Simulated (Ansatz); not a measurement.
## N: field-gradient calculation (part 1 of 2)

System: N (R-3c, 16 atoms in the cell).
Method: DFT, r2SCAN, plane-wave PAW, default files, scalar-relativistic, no spin polarisation (Ansatz 0.2.0).

The structure derives from a Materials Project entry. It belongs to a series of runs on one base structure; here: functional r2SCAN. Figures and captions count atoms from 1; the log counts them from 0 in places.

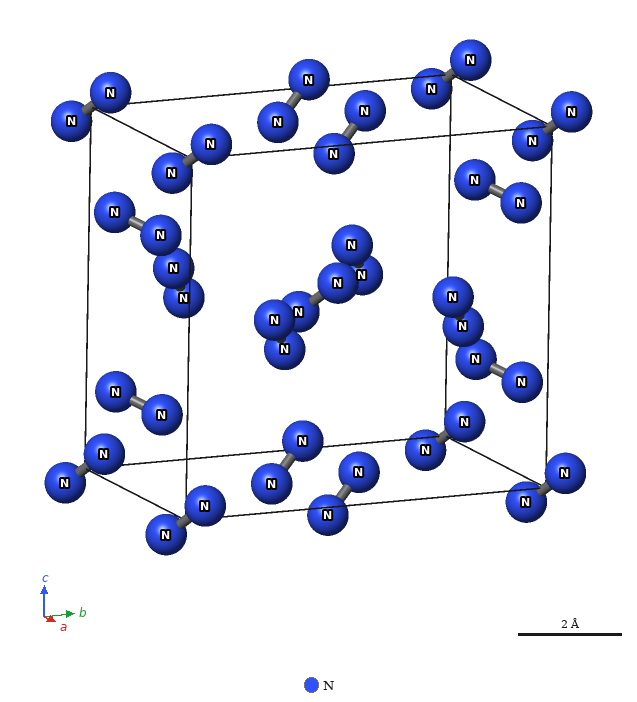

Figure 1. The input geometry (ball-and-stick view of the cell of the calculation, seen slightly off an axis). Near neighbours in the crystal (not all of them lie inside the picture): N has 1 N at 1.11 Å.

Input
```yaml
crystal:
  lattice:
    - [4.9308690349, 2.8468385646, 4.4024911852]
    - [-4.9308690349, 2.8468385646, 4.4024911852]
    - [0.0, -5.6936771292, 4.4024911852]
  atoms:
    - { symbol: "N", position: [0.55861181, 0.04238325, 0.72083057] }
    - { symbol: "N", position: [0.95761675, 0.27916943, 0.44138819] }
    - { symbol: "N", position: [0.72083057, 0.55861181, 0.04238325] }
    - { symbol: "N", position: [0.95814088, 0.95814088, 0.95814088] }
    - { symbol: "N", position: [0.54238325, 0.05861181, 0.22083057] }
    - { symbol: "N", position: [0.77916943, 0.45761675, 0.94138819] }
    - { symbol: "N", position: [0.27916943, 0.44138819, 0.95761675] }
    - { symbol: "N", position: [0.04185912, 0.04185912, 0.04185912] }
    - { symbol: "N", position: [0.45761675, 0.94138819, 0.77916943] }
    - { symbol: "N", position: [0.54185912, 0.54185912, 0.54185912] }
    - { symbol: "N", position: [0.44138819, 0.95761675, 0.27916943] }
    - { symbol: "N", position: [0.45814088, 0.45814088, 0.45814088] }
    - { symbol: "N", position: [0.04238325, 0.72083057, 0.55861181] }
    - { symbol: "N", position: [0.94138819, 0.77916943, 0.45761675] }
    - { symbol: "N", position: [0.22083057, 0.54238325, 0.05861181] }
    - { symbol: "N", position: [0.05861181, 0.22083057, 0.54238325] }
kpoints:
  mp_grid: { grid: [5, 5, 5] }
scf:
  occupations: { method: fermi_dirac, width: 0.05 }
hamiltonian:
  xc: r2scan
  pseudopotentials: { kind: paw }
output:
  forces: true
  stress: true
  populations: true
  efg:
    quadrupole_moments_barn: { "N": 0.02044 }
    contact_densities: true
  write_density: true
  write_potential: true
  elf: true
  volumetric_format: npy
```

Run on 1 thread of Arm Neoverse V1, 24 GiB of memory available, shared host.

Launch command:
```bash
ansatz run input.yaml --threads 1 --pin off --max-ram 2560MiB --backend cpu --events-out ev --progress --plain --runs-dir out
```

Output
```
Engine: ansatz 0.2.0, aarch64-unknown-linux-gnu
Pseudopotentials: kind: paw
Pseudopotential: N, paw, valence charge 5, recommended cutoff 500 eV (meta_gga), N.paw.azcp
Functional definition: r2SCAN
  parameter k0 = 0.174
  parameter k1 = 0.065
  parameter a1 = 4.9479
  exchange = r2scan_x(k0 = k0, k1 = k1, a1 = a1)
  correlation = r2scan_c
Crystal: 16 atoms, lattice volume = 370.797 Å³
Basis set: ecut = 500 eV, 9365 PW (Γ), exchange–correlation on 216×216×216 points (64 copies of the dense FFT grid, shifted against one another)
Bands: 56, of which v1, the nominal top of the filled ones, is band 40 counted from 1 (39 counted from 0)
Symmetry: 12 space group operations
Space group: R-3c (ITA 167), of the structure as read, at distance tolerance 7.2e-5 Å
k-points: 19 of 125
Non-local potential: N, projectors of the file, l = 0: 2, l = 1: 2, l = 2: 1
PAW form: soft (Blöchl's): semilocal exchange-correlation on the pseudo side does not see the compensation charge
PAW frozen core: N, regenerated for the run's functional (the file was generated under x = pbe(κ = 0.804, μ = 0.2195149727645171), c = pbe(β = 0.06672455060314922))
PAW one-centre angular grid: N, 302 points (default); XC on 160 Gauss nodes
Initial density: superposition of atomic densities (neutral atoms: chi_scale 0, normalization atom), corrected by the library's trained network
Initial wavefunctions: pseudopotential atomic-orbital guess
Functional: x = r2scan, c = r2scan; τ floored in thin density (d = 2e-4 eV/Å³)
SCF iter   1: F=—  HF=-6157.027760 eV  |F-HF|=—  |Δ(HF+E_count)|=         —  Δρ=8.08e-3  dr2=1.33e-1  dr2_τ=3.26e0  ethr=1.77e-3  ⟨swp⟩=6.9  Hψ=4499  notcnv=0
preconditioner: auto → Resta (q_TF=auto, 2.113 Å⁻¹)  ε∞=2.6  [insulator: Δε(μ)=7.980 eV  Ē_g=13.812 eV  σ=0.050 eV  W_gap=1.00  n_scr=62 (ndim 8)  ℏωp=17.2 eV  f_vac=0.314  D(μ)=0.00/eV (n_scr^D=0)  ε∞_Penn≈2.6]
SCF iter   2: F=—  HF=-6157.126181 eV  |F-HF|=—  |Δ(HF+E_count)|=   9.84e-2  Δρ=3.91e-3  dr2=2.50e-2  dr2_τ=3.27e-3  ethr=1.66e-4  ⟨swp⟩=2.1  Hψ=1971  notcnv=0  defer=179
SCF iter   3: F=—  HF=-6157.125695 eV  |F-HF|=—  |Δ(HF+E_count)|=   4.86e-4  Δρ=6.58e-4  dr2=8.46e-4  dr2_τ=2.29e-4  ethr=3.12e-5  ⟨swp⟩=2.0  Hψ=1618  notcnv=0  defer=179
SCF iter   4: F=—  HF=-6157.127323 eV  |F-HF|=—  |Δ(HF+E_count)|=   1.63e-3  Δρ=2.01e-4  dr2=1.11e-4  dr2_τ=1.86e-5  ethr=1.06e-6  ⟨swp⟩=2.0  Hψ=1493  notcnv=0  defer=179
SCF iter   5: F=—  HF=-6157.127502 eV  |F-HF|=—  |Δ(HF+E_count)|=   1.79e-4  Δρ=2.55e-5  dr2=3.76e-6  dr2_τ=1.49e-7  ethr=1.38e-7  ⟨swp⟩=2.0  Hψ=1493  notcnv=0  defer=179
SCF iter   6: F=—  HF=-6157.127841 eV  |F-HF|=—  |Δ(HF+E_count)|=   3.39e-4  Δρ=8.12e-6  dr2=1.25e-7  dr2_τ=2.07e-8  ethr=4.70e-9  ⟨swp⟩=2.0  Hψ=1517  notcnv=0  defer=179
SCF iter   7: F=-6157.127841 eV  HF=-6157.127841 eV  |F-HF|=6.64e-9  |Δ(HF+E_count)|=   1.39e-7  Δρ=1.83e-6  dr2=7.80e-9  dr2_τ=8.02e-10  ethr=1.25e-10  ⟨swp⟩=12.3  Hψ=7621  notcnv=0
SCF 1 converged in 7 iterations: F = -6157.127841 eV  dr2 = 7.80e-9
  greatest PAW one-centre occupation: 0.860 electrons in one spin orbital (limit 2), on the N atom at site 11 (counted from 0), in its partial waves of l = 0
```

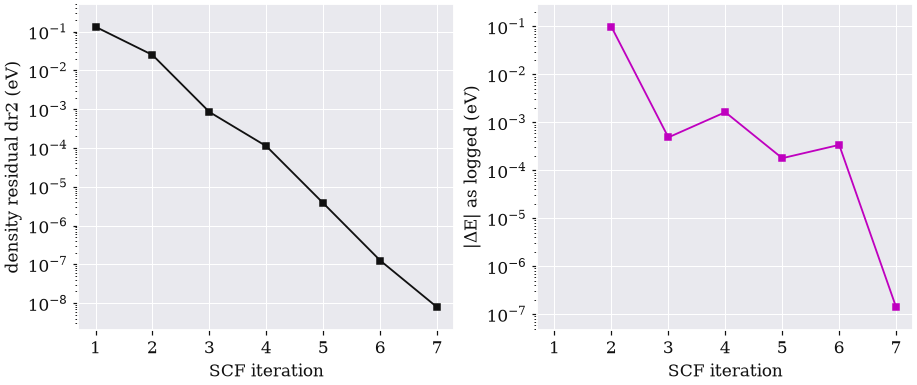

Figure 2. Convergence of the self-consistent field: density residual dr2 and size of the energy change against the SCF iteration. The residual falls at every step.

```
SCF converged after 7 iterations
Free energy (F): -6157.127841 eV
Harris-Foulkes:  -6157.127841 eV  (|F-HF|=6.64e-9)
Internal energy: -6157.127841 eV  (E = F + TS)
E sigma→0 (E₀):  -6157.127841 eV
Fermi energy:    -2.178934 eV
--- Per-component energies (eV) ---
  E_band       = -914.254430
  E_kinetic    = 2003.517148
  E_local      = -5998.003158  (includes V_loc(G=0)·N_el)
  E_nonlocal   = 758.186074
  E_hartree    = 1924.761244
  E_xc         = -908.441828
  E_vxc        = -1306.262997  (∫ρ·V_xc dr)
  E_paw        = -2061.320976  (= ΣΔE_a)
  E_vpaw       = -312.898312  (= ΣTr[D̂ρ^β])
  E_aug_tail   = 0.000277  (compensation charges beyond the density's cutoff)
  E_vtau       = 91.687158  (kinetic-family band-sum trace: ∫τ·v_τ [+ j·A + Jᵃ·Aᵃ] dr)
  E_ewald      = -1875.353588
  E_core_change = -0.473033  (= ΣΔE_core)
  E_smearing   = -0.000000  (= −TS)
  E_closure    = 0.000000  (closes the sum)
  Σ components = -6157.127841   (vs F -6157.127841, Δ=0.00e0)
--- Forces (eV/Å), atoms counted from 1 ---
  atom   1  N     -0.00016966    -1.48649271    -1.04403998
  atom   2  N      1.28725561    -0.74339329     1.04403998
  atom   3  N      1.28742528     0.74309942    -1.04403998
  atom   4  N      0.00000000    -0.00000000     1.82802462
  atom   5  N      0.00016966    -1.48649271    -1.04403998
  atom   6  N     -1.28725561    -0.74339329     1.04403998
  atom   7  N     -1.28742528    -0.74309942     1.04403998
  atom   8  N     -0.00000000     0.00000000    -1.82802462
  atom   9  N     -0.00016966     1.48649271     1.04403998
  atom  10  N      0.00000000     0.00000000    -1.82802462
  atom  11  N      0.00016966     1.48649271     1.04403998
  atom  12  N     -0.00000000     0.00000000     1.82802462
  atom  13  N     -1.28725561     0.74339329    -1.04403998
  atom  14  N      1.28742528    -0.74309942     1.04403998
  atom  15  N      1.28725561     0.74339329    -1.04403998
  atom  16  N     -1.28742528     0.74309942    -1.04403998
  max |Σ_I F_I| component: 1.55e-15 eV/Å
--- Stress (GPa, compression-positive) ---
       -1.710886      -0.000000      -0.000000
       -0.000000      -1.710886       0.000000
       -0.000000       0.000000      -3.386740
  P = ⅓ Tr σ = -2.2695 GPa (-22.695 kbar)
--- PAW observables at the nuclei: V_zz in 10²¹ V/m², potentials from the cell's mean, atoms counted from 1 ---
  atom   1  N  V_zz =   -11.277090   η = 0.0038   by run symmetry: allowed   C_q = -5.5736 MHz
            electrostatic potential = -502.918657 V   contact ρ = 1417.795166 e/Å³
  atom   2  N  V_zz =   -11.277090   η = 0.0038   by run symmetry: allowed   C_q = -5.5736 MHz
            electrostatic potential = -502.918657 V   contact ρ = 1417.795166 e/Å³
  atom   3  N  V_zz =   -11.277090   η = 0.0038   by run symmetry: allowed   C_q = -5.5736 MHz
            electrostatic potential = -502.918657 V   contact ρ = 1417.795166 e/Å³
  atom   4  N  V_zz =   -11.244748   η = 0.0000   by run symmetry: allowed   C_q = -5.5576 MHz
            electrostatic potential = -502.963769 V   contact ρ = 1417.784677 e/Å³
  atom   5  N  V_zz =   -11.277090   η = 0.0038   by run symmetry: allowed   C_q = -5.5736 MHz
            electrostatic potential = -502.918657 V   contact ρ = 1417.795166 e/Å³
  atom   6  N  V_zz =   -11.277090   η = 0.0038   by run symmetry: allowed   C_q = -5.5736 MHz
            electrostatic potential = -502.918657 V   contact ρ = 1417.795166 e/Å³
  atom   7  N  V_zz =   -11.277090   η = 0.0038   by run symmetry: allowed   C_q = -5.5736 MHz
            electrostatic potential = -502.918657 V   contact ρ = 1417.795166 e/Å³
  atom   8  N  V_zz =   -11.244748   η = 0.0000   by run symmetry: allowed   C_q = -5.5576 MHz
            electrostatic potential = -502.963769 V   contact ρ = 1417.784677 e/Å³
  atom   9  N  V_zz =   -11.277090   η = 0.0038   by run symmetry: allowed   C_q = -5.5736 MHz
            electrostatic potential = -502.918657 V   contact ρ = 1417.795166 e/Å³
  atom  10  N  V_zz =   -11.244748   η = 0.0000   by run symmetry: allowed   C_q = -5.5576 MHz
            electrostatic potential = -502.963769 V   contact ρ = 1417.784677 e/Å³
  atom  11  N  V_zz =   -11.277090   η = 0.0038   by run symmetry: allowed   C_q = -5.5736 MHz
            electrostatic potential = -502.918657 V   contact ρ = 1417.795166 e/Å³
  atom  12  N  V_zz =   -11.244748   η = 0.0000   by run symmetry: allowed   C_q = -5.5576 MHz
            electrostatic potential = -502.963769 V   contact ρ = 1417.784677 e/Å³
  atom  13  N  V_zz =   -11.277090   η = 0.0038   by run symmetry: allowed   C_q = -5.5736 MHz
            electrostatic potential = -502.918657 V   contact ρ = 1417.795166 e/Å³
  atom  14  N  V_zz =   -11.277090   η = 0.0038   by run symmetry: allowed   C_q = -5.5736 MHz
            electrostatic potential = -502.918657 V   contact ρ = 1417.795166 e/Å³
  atom  15  N  V_zz =   -11.277090   η = 0.0038   by run symmetry: allowed   C_q = -5.5736 MHz
            electrostatic potential = -502.918657 V   contact ρ = 1417.795166 e/Å³
  atom  16  N  V_zz =   -11.277090   η = 0.0038   by run symmetry: allowed   C_q = -5.5736 MHz
            electrostatic potential = -502.918657 V   contact ρ = 1417.795166 e/Å³
--- Band table (eV; the first three rows and the last of 19) ---
  k-point 0: bands = ["-25.2945", "-25.2717", "-25.2717", "-25.2403", "-25.2389", "-25.2389", "-25.2124", "-25.2053", "-10.2518", "-10.2160", "-10.2160", "-10.1109", "-10.1094", "-10.1094", "-10.0553", "-9.8460", "-7.9793", "-7.9793", "-7.9319", "-7.8358", "-7.8358", "-7.8168", "-7.6884", "-7.6120", "-7.6120", "-7.5911", "-7.5911", "-7.4546", "-7.4546", "-7.3707", "-7.3707", "-7.3698", "-7.0971", "-6.4585", "-6.4585", "-6.4261", "-6.3648", "-6.3648", "-6.3570", "-6.2068", "1.9133", "2.0157", "2.0157", "2.3086", "2.3086", "2.4266", "2.4485", "2.4485", "2.4553", "2.4553", "2.4940", "2.6487", "2.6487", "2.7060", "2.8243", "2.8243"]
  k-point 1: bands = ["-25.2916", "-25.2730", "-25.2693", "-25.2434", "-25.2397", "-25.2391", "-25.2118", "-25.2062", "-10.2438", "-10.2106", "-10.2102", "-10.1361", "-10.1069", "-10.1000", "-10.0396", "-9.8694", "-7.9789", "-7.9713", "-7.9181", "-7.8336", "-7.8160", "-7.8051", "-7.6902", "-7.6443", "-7.6405", "-7.5647", "-7.5629", "-7.4905", "-7.4561", "-7.4543", "-7.3752", "-7.3738", "-6.9825", "-6.5038", "-6.4412", "-6.4311", "-6.3705", "-6.3665", "-6.3344", "-6.2230", "1.9067", "2.0245", "2.0346", "2.2400", "2.3150", "2.3300", "2.3862", "2.4544", "2.5025", "2.5310", "2.5691", "2.6661", "2.6804", "2.6998", "2.7992", "2.8311"]
```
